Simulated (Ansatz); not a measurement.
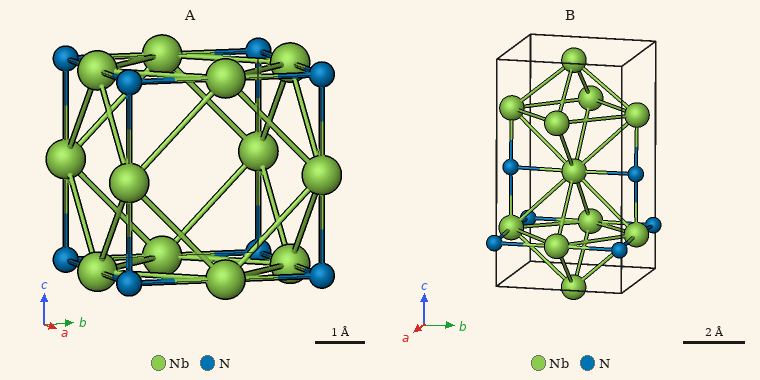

Two structures of Nb3N, each relaxed to rest (conventional cells in solid outline, small ones repeated, not to one scale). Method: DFT PBE, scalar-relativistic, plane waves, PAW (Ansatz), without spin polarisation.

**What structure does each panel show?**

A: ReO₃ type, Pm-3m. B: 8 atoms a cell on a primitive monoclinic lattice, Pm.

**Which has the lower energy, and by how much?**

B is lower, by 56 meV/atom at this level of theory (energies at zero smearing). Volumes: A 18.5, B 17.3 Å³/atom.

One or both may be structure types tried for this composition rather than known phases.
